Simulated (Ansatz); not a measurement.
```
Sn Se
1.0
     7.41617    0.00000    0.00000
     0.00000    7.41617    0.00000
     0.00000    0.00000    7.41617
Sn Se
12 4
Direct
  0.50000 0.00000 0.00000
  0.00000 0.50000 0.00000
  0.00000 0.00000 0.50000
  0.50000 0.50000 0.50000
  0.75000 0.25000 0.25000
  0.25000 0.75000 0.25000
  0.25000 0.25000 0.75000
  0.75000 0.75000 0.75000
  0.25000 0.25000 0.25000
  0.75000 0.75000 0.25000
  0.75000 0.25000 0.75000
  0.25000 0.75000 0.75000
  0.00000 0.00000 0.00000
  0.50000 0.50000 0.00000
  0.50000 0.00000 0.50000
  0.00000 0.50000 0.50000
```

Space group Fm-3m; a structure from a database of computed crystals, not necessarily the ambient phase.

Theory: Kohn-Sham DFT of a periodic cell, PBE, Ansatz PAW (Ansatz).

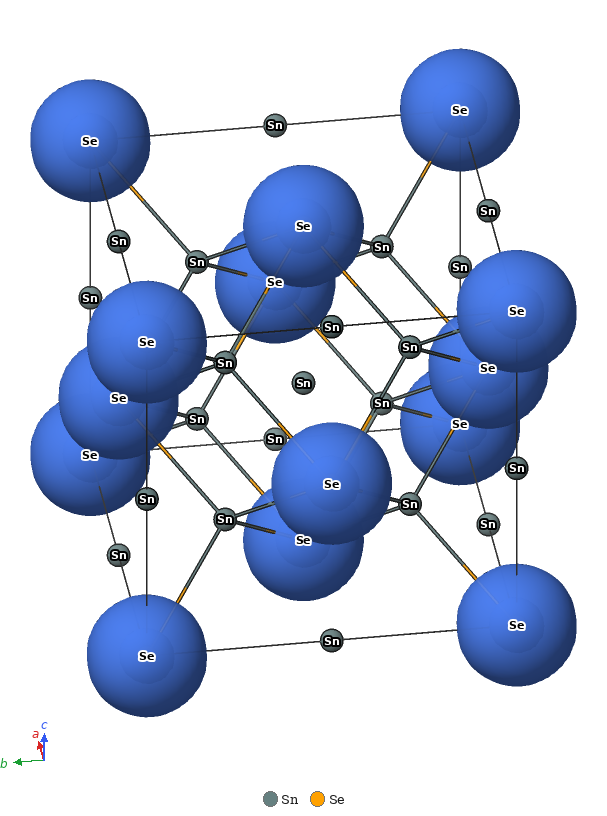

Sn3Se. Isosurface of the electron localisation function at 0.65 (blue), seen at an oblique angle. Core shells and regions of very low density are left out. Sticks mark near contacts.

Core electrons are frozen (PAW), and the valence fields are smoothed inside the atomic spheres.

Describe the localisation domains.

Answer. The surface consists of four regions wrapped around Se (the valence shell of each), counted in one cell of 16 atoms. Any copies at cell faces, edges or corners count once. Profiles from the grid: Sn–Se (3.21 Å): the ELF is about 0.25 at the midpoint.

Metal or insulator at this level of theory?

Answer. It is metallic or semimetallic at this level of theory: no gap opens.
